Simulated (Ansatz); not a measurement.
**One crystal, many levels of theory: BaSrYSbO6 (F-43m)**

Wanted: a ladder of band gaps for BaSrYSbO6 (F-43m), from density functionals to G0W0.

Calculated with Ansatz 0.2.0; density functionals, hybrids and G0W0, plane waves, PAW.

## Step 1: Set-up

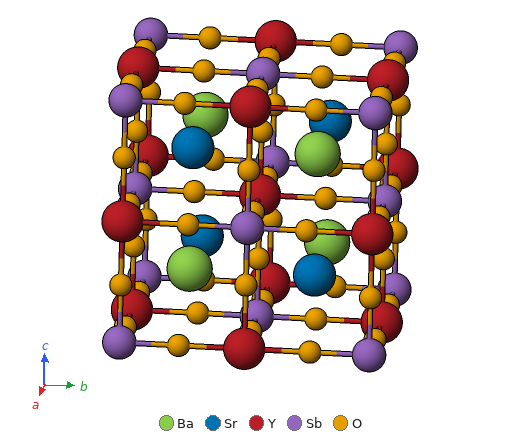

Start, viewed slightly off an axis; barium green, strontium blue, yttrium red, antimony purple, oxygen orange. This picture shows the conventional cell, with its axes. Some periodic images of atoms are drawn too.

The cell and positions are those that the Materials Project relaxed with its own functionals (PBE, PBE+U or r2SCAN), kept fixed. At the settings of the band run the largest force is still 0.12 eV/Å. Spin-orbit coupling is left out unless a step names it.

The logs state that the PAW files were generated under PBE.

## Step 2: LDA on the 6×6×6 mesh

This step: DFT, LDA, plane waves, PAW; PAW set soft_1.

input.yaml reads:

```yaml
crystal:
  lattice:
    - [0.0, 4.23260211, 4.23260211]
    - [4.23260211, 0.0, 4.23260211]
    - [4.23260211, 4.23260211, 0.0]
  atoms:
    - { symbol: Ba, position: [0.25, 0.25, 0.25] }
    - { symbol: Sr, position: [0.75, 0.75, 0.75] }
    - { symbol: "Y", position: [0.5, 0.5, 0.5] }
    - { symbol: Sb, position: [0.0, 0.0, 0.0] }
    - { symbol: O, position: [0.76308336, 0.23691664, 0.23691664] }
    - { symbol: O, position: [0.23691664, 0.76308336, 0.76308336] }
    - { symbol: O, position: [0.76308336, 0.76308336, 0.23691664] }
    - { symbol: O, position: [0.23691664, 0.23691664, 0.76308336] }
    - { symbol: O, position: [0.23691664, 0.76308336, 0.23691664] }
    - { symbol: O, position: [0.76308336, 0.23691664, 0.76308336] }
kpoints:
  mp_grid: { grid: [6, 6, 6] }
  band_path:
    path:
      - [0.0, 0.0, 0.0]
      - [-0.5, -0.5, 0.0]
      - [-0.375, -0.375, 0.25]
      - [-0.375, 0.0, 0.375]
      - [0.0, 0.0, 0.5]
      - [-0.5, -0.25, 0.25]
    npoints: 1
hamiltonian:
  xc: lda
  pseudopotentials: { kind: paw, azcp: { folder: soft_1 }, xc_functional: pbe }
scf:
  occupations: { method: fixed }
  n_extra_bands: 7
output:
  eigenvalues: true
  forces: true
  stress: true
```

Command:

```bash
$ ansatz run input.yaml --threads 2 --pin off --max-ram 92160MiB --backend cuda --events-out ev --progress --plain --runs-dir out --devices 1 --max-vram 13GiB
```

Numbers of over 12 decimals in the logs are rounded to 6 here.

The log of the run:

```text
scf.n_extra_bands = 7 over 41 filled bands (N_el = 82.0): the run solves 48 bands
GPUs: using 1 of 1 available (devices: 1).
Engine: ansatz 0.2.0, x86_64-unknown-linux-gnu
Pseudopotentials: kind: paw
Pseudopotential: Ba, paw, valence charge 10, recommended cutoff 420 eV (normal), soft_1/Ba.paw.azcp
Pseudopotential: Sr, paw, valence charge 10, recommended cutoff 420 eV (normal), soft_1/Sr.paw.azcp
Pseudopotential: Y, paw, valence charge 11, recommended cutoff 420 eV (normal), soft_1/Y.paw.azcp
Pseudopotential: Sb, paw, valence charge 15, recommended cutoff 420 eV (normal), soft_1/Sb.paw.azcp
Pseudopotential: O, paw, valence charge 6, recommended cutoff 420 eV (normal), soft_1/O.paw.azcp
Functional definition: SPW92
  exchange = slater_x
  correlation = pw_c
device memory: the entry about to start is reckoned to put 3.2 GiB on a device that reports 50.2 GiB free (of which the cap on the GPU budget leaves the run 13.0 GiB)
GPU FFT provider: cuFFT
GPU libraries: cuBLAS 13.8.2, cuFFT 12.4.0, cuSOLVER 12.3.4
Crystal: 10 atoms, lattice volume = 151.653 Å³
Basis set: ecut = 420 eV, 2975 PW (Γ)
Bands: 48, of which v1, the nominal top of the filled ones, is band 41 counted from 1 (40 counted from 0)
Symmetry: 24 space group operations
Space group: F-43m (ITA 216), of the structure as read, at distance tolerance 5.3e-5 Å
k-points: 16 of 216 (time reversal used)
Non-local potential: Ba, projectors of the file, l = 0: 3, l = 1: 2, l = 2: 2, l = 3: 2
Non-local potential: Sr, projectors of the file, l = 0: 3, l = 1: 2, l = 2: 2
Non-local potential: Y, projectors of the file, l = 0: 3, l = 1: 2, l = 2: 2, l = 3: 1
Non-local potential: Sb, projectors of the file, l = 0: 2, l = 1: 2, l = 2: 2, l = 3: 1
Non-local potential: O, projectors of the file, l = 0: 2, l = 1: 2, l = 2: 1
PAW form: soft (Blöchl's): semilocal exchange-correlation on the pseudo side does not see the compensation charge
PAW frozen core: Ba, regenerated for the run's functional, and the local potential with it (the file was generated under x = pbe(κ = 0.804, μ = 0.219515), c = pbe(β = 0.066725))
PAW frozen core: Sr, regenerated for the run's functional, and the local potential with it (the file was generated under x = pbe(κ = 0.804, μ = 0.219515), c = pbe(β = 0.066725))
PAW frozen core: Y, regenerated for the run's functional, and the local potential with it (the file was generated under x = pbe(κ = 0.804, μ = 0.219515), c = pbe(β = 0.066725))
PAW frozen core: Sb, regenerated for the run's functional, and the local potential with it (the file was generated under x = pbe(κ = 0.804, μ = 0.219515), c = pbe(β = 0.066725))
PAW frozen core: O, regenerated for the run's functional, and the local potential with it (the file was generated under x = pbe(κ = 0.804, μ = 0.219515), c = pbe(β = 0.066725))
PAW one-centre angular grid: Ba, 194 points (default); XC on 64 Gauss nodes
PAW one-centre angular grid: Sr, 110 points (default); XC on 64 Gauss nodes
PAW one-centre angular grid: Y, 590 points (default); XC on 64 Gauss nodes
PAW one-centre angular grid: Sb, 590 points (default); XC on 64 Gauss nodes
PAW one-centre angular grid: O, 110 points (default); XC on 64 Gauss nodes
Initial density: superposition of atomic densities (chi_scale 0.1, normalization cell, long waves kept (reshape's long-wave potential 0.01 eV rms))
Initial wavefunctions: pseudopotential atomic-orbital guess
GPU buffer pool allocated for 91125 grid points (all kernels)
GPU transforms: local potential and band sums: pruned to the plane-wave sphere, on 45×45×45
Functional: x = slater, c = lda
SCF iter   1: F=—  HF=-22652.845462 eV  |F-HF|=—  |Δ(HF+E_count)|=         —  Δρ=6.60e-2  dr2=1.23e1  ethr=3.10e-3  ⟨swp⟩=6.4  Hψ=2971  notcnv=0  defer=57
preconditioner: auto → Resta (q_TF=auto, 2.463 Å⁻¹)  ε∞=3.8  [insulator: Δε(μ)=3.205 eV  Ē_g=15.775 eV  n_scr=50 (ndim 8)  ℏωp=26.3 eV  f_vac=0.000  ε∞_Penn≈3.8]
SCF iter   2: F=—  HF=-22649.922200 eV  |F-HF|=—  |Δ(HF+E_count)|=    2.92e0  Δρ=2.90e-2  dr2=2.00e0  ethr=3.10e-3  ⟨swp⟩=4.5  Hψ=1599  notcnv=0  defer=59
SCF iter   3: F=—  HF=-22649.471668 eV  |F-HF|=—  |Δ(HF+E_count)|=   4.51e-1  Δρ=1.65e-2  dr2=3.54e-1  ethr=2.44e-3  ⟨swp⟩=3.1  Hψ=1349  notcnv=0  defer=62
SCF iter   4: F=—  HF=-22649.385267 eV  |F-HF|=—  |Δ(HF+E_count)|=   8.64e-2  Δρ=4.55e-3  dr2=3.22e-2  ethr=4.31e-4  ⟨swp⟩=3.2  Hψ=1248  notcnv=0  defer=71
SCF iter   5: F=—  HF=-22649.378961 eV  |F-HF|=—  |Δ(HF+E_count)|=   6.31e-3  Δρ=7.83e-4  dr2=1.28e-3  ethr=3.93e-5  ⟨swp⟩=4.1  Hψ=1301  notcnv=0  defer=76
SCF iter   6: F=—  HF=-22649.378779 eV  |F-HF|=—  |Δ(HF+E_count)|=   1.83e-4  Δρ=1.63e-4  dr2=4.83e-5  ethr=1.56e-6  ⟨swp⟩=3.3  Hψ=1441  notcnv=0  defer=77
SCF iter   7: F=—  HF=-22649.378811 eV  |F-HF|=—  |Δ(HF+E_count)|=   3.22e-5  Δρ=3.00e-5  dr2=3.05e-6  ethr=5.89e-8  ⟨swp⟩=2.9  Hψ=1575  notcnv=0  defer=77
SCF iter   8: F=—  HF=-22649.378810 eV  |F-HF|=—  |Δ(HF+E_count)|=   1.24e-6  Δρ=8.33e-6  dr2=2.49e-7  ethr=3.72e-9  ⟨swp⟩=2.0  Hψ=1332  notcnv=0  defer=77
SCF iter   9: F=-22649.378809 eV  HF=-22649.378809 eV  |F-HF|=4.08e-9  |Δ(HF+E_count)|=   9.60e-8  Δρ=1.91e-6  dr2=7.10e-9  ethr=1.22e-10  ⟨swp⟩=17.6  Hψ=5143  notcnv=0
SCF 1 converged in 9 iterations: F = -22649.378809 eV  dr2 = 7.10e-9
[...]
device memory: the entry about to start is reckoned to put 2.3 GiB on a device that reports 46.6 GiB free (of which the cap on the GPU budget leaves the run 13.0 GiB)
NSCF: frozen V_eff on 6 k-points
SCF converged after 9 iterations
Free energy (F): -22649.378809 eV
Harris-Foulkes:  -22649.378809 eV  (|F-HF|=4.08e-9)
Internal energy: -22649.378809 eV  (E = F + TS)
E sigma→0 (E₀):  -22649.378809 eV
Fermi energy:    8.434356 eV
--- Per-component energies (eV) ---
  E_band       = -325.236741
  E_kinetic    = 1879.032207
  E_local      = -5209.125997  (includes V_loc(G=0)·N_el)
  E_nonlocal   = 1086.268692
  E_hartree    = 1903.899086
  E_xc         = -1069.949213
  E_vxc        = -1126.581361  (∫ρ·V_xc dr)
  E_paw        = -15644.503612  (= ΣΔE_a)
  E_vpaw       = -762.631364  (= ΣTr[D̂ρ^β])
  E_aug_tail   = 0.004832  (compensation charges beyond the density's cutoff)
  E_ewald      = -5597.051384
  E_core_change = 2.046580  (= ΣΔE_core)
  E_smearing   = -0.000000  (= −TS)
  E_closure    = 0.000000  (closes the sum)
  Σ components = -22649.378809   (vs F -22649.378809, Δ=0.00e0)
--- Forces (eV/Å), atoms counted from 1 ---
  atom   1  Ba    -0.00000000     0.00000000     0.00000000
  atom   2  Sr     0.00000000    -0.00000000     0.00000000
  atom   3  Y      0.00000000    -0.00000000    -0.00000000
  atom   4  Sb     0.00000000    -0.00000000     0.00000000
  atom   5  O     -0.04402205     0.00000000     0.00000000
  atom   6  O      0.04402205    -0.00000000     0.00000000
  atom   7  O      0.00000000    -0.00000000     0.04402205
  atom   8  O     -0.00000000     0.00000000    -0.04402205
  atom   9  O     -0.00000000    -0.04402205     0.00000000
  atom  10  O      0.00000000     0.04402205    -0.00000000
  max |Σ_I F_I| component: 1.85e-17 eV/Å
--- Stress (GPa, compression-positive) ---
       -9.402296      -0.000000      -0.000000
       -0.000000      -9.402296       0.000000
       -0.000000       0.000000      -9.402296
  P = ⅓ Tr σ = -9.4023 GPa (-94.023 kbar)
--- Band table (eV; the first three rows and the last of 16) ---
  k-point 0: bands = [... 37 lower, 7.7683, 8.4344, 8.4344, 8.4344, 11.8379, 13.1533, 13.1533, 13.6674, ... 3 higher]
  k-point 1: bands = [... 37 lower, 7.7613, 8.2902, 8.2902, 8.3676, 12.2526, 13.4057, 13.4057, 13.6918, ... 3 higher]
  k-point 2: bands = [... 37 lower, 7.6980, 8.0466, 8.0466, 8.1983, 13.0502, 13.8060, 13.8060, 13.8886, ... 3 higher]
  k-point 15: bands = [... 37 lower, 7.3081, 7.3627, 7.7186, 8.2164, 12.6091, 14.5221, 14.7144, 14.7928, ... 3 higher]
```

Run time: 5.8 s. Hardware: 1 × NVIDIA H100 80GB HBM3 (shared by 6 runs) with 2 threads of AMD EPYC 7R13 (Zen 3), shared host; peak memory 0.95 GiB; 7.7 s of CPU time.

Numbers from this step:

| Property | Result |
| --- | --- |
| pressure | -9.402 GPa |
| gap | 3.404 eV |
| valence top at | Γ |
| conduction bottom at | Γ |
| least direct gap | 3.404 eV |

Over mesh and listed points the gap is 3.404 eV, direct, at k = Γ. The pressure in this cell is -9 GPa; the cell is kept.

## Step 3: PBEsol on the 6×6×6 mesh

This step: DFT, PBEsol, plane waves, PAW; PAW set soft_1.

Edit input.yaml of step 2 so:

```diff
@@ -28,3 +28,3 @@
 hamiltonian:
-  xc: lda
+  xc: pbesol
   pseudopotentials: { kind: paw, azcp: { folder: soft_1 }, xc_functional: pbe }
```

The log of the run:

```text
[...]
GPUs: using 1 of 1 available (devices: 1).
[...]
GPU FFT provider: cuFFT
GPU libraries: cuBLAS 13.8.2, cuFFT 12.4.0, cuSOLVER 12.3.4
Crystal: 10 atoms, lattice volume = 151.653 Å³
Basis set: ecut = 420 eV, 2975 PW (Γ), exchange–correlation on 90×90×90 points (8 copies of the dense FFT grid, shifted against one another)
Bands: 48, of which v1, the nominal top of the filled ones, is band 41 counted from 1 (40 counted from 0)
Symmetry: 24 space group operations
[...]
k-points: 16 of 216 (time reversal used)
[...]
GPU buffer pool allocated for 91125 grid points (all kernels)
[...]
SCF iter   1: F=—  HF=-22938.494327 eV  |F-HF|=—  |Δ(HF+E_count)|=         —  Δρ=6.64e-2  dr2=1.22e1  ethr=3.10e-3  ⟨swp⟩=6.4  Hψ=2979  notcnv=0  defer=60
[...]
atom   5  O      0.04647454     0.00000000     0.00000000
  atom   6  O     -0.04647454    -0.00000000     0.00000000
  atom   7  O      0.00000000    -0.00000000    -0.04647454
  atom   8  O     -0.00000000     0.00000000     0.04647454
  atom   9  O     -0.00000000     0.04647454     0.00000000
  atom  10  O      0.00000000    -0.04647454    -0.00000000
  max |Σ_I F_I| component: 2.66e-17 eV/Å
--- Stress (GPa, compression-positive) ---
       -5.559024       0.000000      -0.000000
       -0.000000      -5.559024       0.000000
       -0.000000       0.000000      -5.559024
  P = ⅓ Tr σ = -5.5590 GPa (-55.590 kbar)
--- Band table (eV; the first three rows and the last of 16) ---
  k-point 0: bands = [... 37 lower, 8.0109, 8.6732, 8.6732, 8.6732, 12.1302, 13.4273, 13.4273, 13.9359, ... 3 higher]
  k-point 1: bands = [... 37 lower, 8.0043, 8.5295, 8.5295, 8.6065, 12.5485, 13.6784, 13.6784, 13.9603, ... 3 higher]
  k-point 2: bands = [... 37 lower, 7.9417, 8.2868, 8.2868, 8.4376, 13.3582, 14.0747, 14.0747, 14.1568, ... 3 higher]
  k-point 15: bands = [... 37 lower, 7.5531, 7.6076, 7.9596, 8.4562, 12.9207, 14.7972, 14.9868, 15.0623, ... 3 higher]
[key lines of the parts left out:]
SCF converged after 9 iterations
Free energy (F): -22935.241877 eV
Fermi energy:    8.673212 eV
```

Run time: 7.7 s. Hardware: 1 × NVIDIA H100 80GB HBM3 (shared by 6 runs) with 2 threads; peak memory 0.97 GiB.

This step gave:

```yaml
pressure: -5.559 GPa
gap: 3.457 eV
valence_top_at: Γ
conduction_bottom_at: Γ
least_direct_gap: 3.457 eV
```

Over mesh and listed points the gap is 3.457 eV, direct, at k = Γ. The pressure in this cell is -6 GPa; the cell is kept. PBEsol against LDA: 3.457 − 3.404 = +0.053 eV, with the same mesh, files and cutoff, and both edges at the same k points.

## Step 4: PBE on the 6×6×6 mesh

Levels along a band path and on the mesh show where this functional puts the band edges.

This step: DFT, PBE, plane waves, PAW; PAW set soft_1.

Edit input.yaml of step 3 so:

```diff
@@ -20,14 +20,10 @@
     path:
-      - [0.0, 0.0, 0.0]
-      - [-0.5, -0.5, 0.0]
-      - [-0.375, -0.375, 0.25]
-      - [-0.375, 0.0, 0.375]
-      - [0.0, 0.0, 0.5]
-      - [-0.5, -0.25, 0.25]
-    npoints: 1
+      - [[0.0, 0.0, 0.0], [-0.5, -0.5, 0.0], [-0.375, -0.375, 0.25]]
+      - [[-0.375, 0.0, 0.375], [0.0, 0.0, 0.0], [0.0, 0.0, 0.5], [-0.5, -0.25, 0.25], [-0.5, -0.5, 0.0]]
+    npoints: 10
 hamiltonian:
-  xc: pbesol
-  pseudopotentials: { kind: paw, azcp: { folder: soft_1 }, xc_functional: pbe }
+  xc: pbe
+  pseudopotentials: { kind: paw, azcp: { folder: soft_1 } }
 scf:
-  occupations: { method: fixed }
+  occupations: { method: fermi_dirac, width: 0.02 }
   n_extra_bands: 7
@@ -37 +33,5 @@
   stress: true
+  write_density: true
+  write_potential: true
+  elf: true
+  volumetric_format: npy
```

The log of the run:

```text
[...]
GPUs: using 1 of 1 available (devices: 1).
[...]
GPU FFT provider: cuFFT
GPU libraries: cuBLAS 13.8.2, cuFFT 12.4.0, cuSOLVER 12.3.4
Crystal: 10 atoms, lattice volume = 151.653 Å³
Basis set: ecut = 420 eV, 2975 PW (Γ), exchange–correlation on 90×90×90 points (8 copies of the dense FFT grid, shifted against one another)
[...]
k-point 0: bands = [... 37 lower, 8.1728, 8.8251, 8.8251, 8.8251, 12.3943, 13.6728, 13.6728, 14.1726, ... 3 higher]
  k-point 1: bands = [... 37 lower, 8.1666, 8.6848, 8.6848, 8.7596, 12.8009, 13.9191, 13.9191, 14.1972, ... 3 higher]
  k-point 2: bands = [... 37 lower, 8.1060, 8.4463, 8.4463, 8.5937, 13.5914, 14.3068, 14.3068, 14.3963, ... 3 higher]
  k-point 15: bands = [... 37 lower, 7.7249, 7.7768, 8.1262, 8.6122, 13.1327, 15.0247, 15.2011, 15.2663, ... 3 higher]
[key lines of the parts left out:]
SCF converged after 9 iterations
Free energy (F): -23243.344581 eV
Fermi energy:    10.629930 eV
P = ⅓ Tr σ = -0.9012 GPa (-9.012 kbar)
```

The job ended after 13 s (1 × NVIDIA H100 80GB HBM3 (shared by 6 runs) with 2 threads; peak memory 1 GiB).

This step gave:

```
pressure             : -0.9012 GPa
gap                  : 3.569 eV
valence top at       : Γ
conduction bottom at : Γ
least direct gap     : 3.569 eV
```

Over mesh and path the gap is 3.569 eV, direct, at k = Γ. PBE against PBEsol: 3.569 − 3.457 = +0.112 eV, with the same mesh, files and cutoff, and both edges at the same k points.

## Step 5: PBE+SOC on the 6×6×6 mesh

This run has two-component orbitals with spin-orbit coupling.

This step: DFT, PBE with spin-orbit coupling, plane waves, PAW; PAW set soft_1.

Edit input.yaml of step 4 so:

```diff
@@ -20,11 +20,18 @@
     path:
-      - [[0.0, 0.0, 0.0], [-0.5, -0.5, 0.0], [-0.375, -0.375, 0.25]]
-      - [[-0.375, 0.0, 0.375], [0.0, 0.0, 0.0], [0.0, 0.0, 0.5], [-0.5, -0.25, 0.25], [-0.5, -0.5, 0.0]]
-    npoints: 10
+      - [0.0, 0.0, 0.0]
+      - [-0.5, -0.5, 0.0]
+      - [-0.375, -0.375, 0.25]
+      - [-0.375, 0.0, 0.375]
+      - [0.0, 0.0, 0.5]
+      - [-0.5, -0.25, 0.25]
+    npoints: 1
 hamiltonian:
   xc: pbe
-  pseudopotentials: { kind: paw, azcp: { folder: soft_1 } }
+  pseudopotentials: { kind: paw_fr, azcp: { folder: soft_1 } }
 scf:
-  occupations: { method: fermi_dirac, width: 0.02 }
-  n_extra_bands: 7
+  occupations: { method: fixed }
+  n_extra_bands: 14
+magnetization:
+  noncollinear: true
+  spin_orbit: true
 output:
@@ -33,5 +40 @@
   stress: true
-  write_density: true
-  write_potential: true
-  elf: true
-  volumetric_format: npy
```

The log of the run:

```text
[...]
GPUs: using 1 of 1 available (devices: 1).
[...]
non-collinear run that drives no moment, with spin-orbit: no starting moment large enough to seed its density (crystal.atoms[].spin), no starting occupations that ask for one, no magnetisation constraint and no magnetic field, so the semilocal B_xc is pinned to zero
[...]
k-point 1: bands = [... 78 lower, 8.6886, 8.6894, 8.7564, 8.7564, 12.8015, 12.8015, 13.9048, 13.9085, ... 10 higher]
  k-point 2: bands = [... 78 lower, 8.4569, 8.4586, 8.5901, 8.5901, 13.5917, 13.5917, 14.2819, 14.2886, ... 10 higher]
  k-point 15: bands = [... 78 lower, 8.1237, 8.1237, 8.6082, 8.6089, 13.1340, 13.1352, 15.0098, 15.0273, ... 10 higher]
[key lines of the parts left out:]
SCF converged after 9 iterations
Magnetization: |M| = 0.0000 μB,  M = (+0.0000, +0.0000, +0.0000) μB
Free energy (F): -23251.822910 eV
Fermi energy:    8.827097 eV
P = ⅓ Tr σ = -0.9067 GPa (-9.067 kbar)
```

Run time: 14 s. Hardware: 1 × NVIDIA H100 80GB HBM3 (shared by 6 runs) with 2 threads; peak memory 1.2 GiB.

Numbers from this step:

```yaml
pressure: -0.9067 GPa
gap: 3.568 eV
valence_top_at: Γ
conduction_bottom_at: Γ
least_direct_gap: 3.568 eV
```

Over mesh and listed points the gap is 3.568 eV, direct, at k = Γ. PBE+SOC against PBE: 3.568 − 3.569 = −0.001 eV, with the same mesh, set of files (read in its fully relativistic form for the spin-orbit run) and cutoff, and both edges at the same k points. The spin-orbit run sees mesh and listed points alone, so its gap is an upper bound: the coupling can move an edge off these points, the more so as this crystal has no centre of inversion, and the change over the zone, its sign included where it is small, is not known.

## Step 6: r2SCAN on the 6×6×6 mesh

r2SCAN is a meta-GGA: it depends on the kinetic-energy density as well as on the density and its gradient.

This step: DFT, r2SCAN, plane waves, PAW; PAW set soft_1.

Edit input.yaml of step 5 so:

```diff
@@ -28,10 +28,7 @@
 hamiltonian:
-  xc: pbe
-  pseudopotentials: { kind: paw_fr, azcp: { folder: soft_1 } }
+  xc: r2scan
+  pseudopotentials: { kind: paw, azcp: { folder: soft_1 } }
 scf:
   occupations: { method: fixed }
-  n_extra_bands: 14
-magnetization:
-  noncollinear: true
-  spin_orbit: true
+  n_extra_bands: 7
 output:
```

The log of the run:

```text
[...]
GPUs: using 1 of 1 available (devices: 1).
[...]
GPU FFT provider: cuFFT
GPU libraries: cuBLAS 13.8.2, cuFFT 12.4.0, cuSOLVER 12.3.4
Crystal: 10 atoms, lattice volume = 151.653 Å³
Basis set: ecut = 500 eV, 3839 PW (Γ), exchange–correlation on 180×180×180 points (64 copies of the dense FFT grid, shifted against one another)
[...]
k-point 0: bands = [... 37 lower, 7.8199, 8.4770, 8.4770, 8.4770, 12.7690, 13.8714, 13.8714, 14.4420, ... 3 higher]
  k-point 1: bands = [... 37 lower, 7.8165, 8.3388, 8.3388, 8.4096, 13.1653, 14.1269, 14.1269, 14.4768, ... 3 higher]
  k-point 2: bands = [... 37 lower, 7.7631, 8.1007, 8.1007, 8.2391, 13.9538, 14.5558, 14.5558, 14.6929, ... 3 higher]
  k-point 15: bands = [... 37 lower, 7.3730, 7.4302, 7.7767, 8.2640, 13.4653, 15.3075, 15.4643, 15.5395, ... 3 higher]
[key lines of the parts left out:]
SCF converged after 8 iterations
Free energy (F): -23303.748908 eV
Fermi energy:    8.477000 eV
P = ⅓ Tr σ = -4.7070 GPa (-47.070 kbar)
```

It took 8.7 s on 1 × NVIDIA H100 80GB HBM3 (shared by 6 runs) with 2 threads; peak memory 1.2 GiB; 13 s of CPU time.

Numbers from this step:

```
pressure             : -4.707 GPa
gap                  : 4.292 eV
valence top at       : Γ
conduction bottom at : Γ
least direct gap     : 4.292 eV
```

Over mesh and listed points the gap is 4.292 eV, direct, at k = Γ. The pressure in this cell is -5 GPa; the cell is kept. r2SCAN against PBE: 4.292 − 3.569 = +0.723 eV. The runs also differ in plane-wave cutoff (420 eV and 500 eV), so how much of this comes from the functional alone is not known.

[end of part 1 of 3]

[Paths, hosts, dates, memory and timing lines, banners, echoed tables and standing remarks are left out of the program output.]

[Logs are printed without paths, hosts, clocks, repeated set-up lines and the standing remarks that a program may print on its own settings, such as how far it seeks lower states.]

[Runs of the session that timed out or met a known fault of the program may be left out.]

[Cells called generated may have been cut or substituted from an entry of the Crystallography Open Database or the Materials Project.]

[Hosts, paths, dates, database ids (printed as entryN), source tags and the programs' standing remarks are cut or masked in the printed files.]

[Where an RPA ε∞ is given, it is that of the G0W0 mesh and is not shown converged in it. Names of k-points follow the symmetry that the program found, which can be lower than the space group named. Band edges on a path are those of the sampled points; other points can move an edge, and change direct to indirect where valleys lie close.]

[Hybrid gaps are those of their k-mesh and are not shown converged in it.]
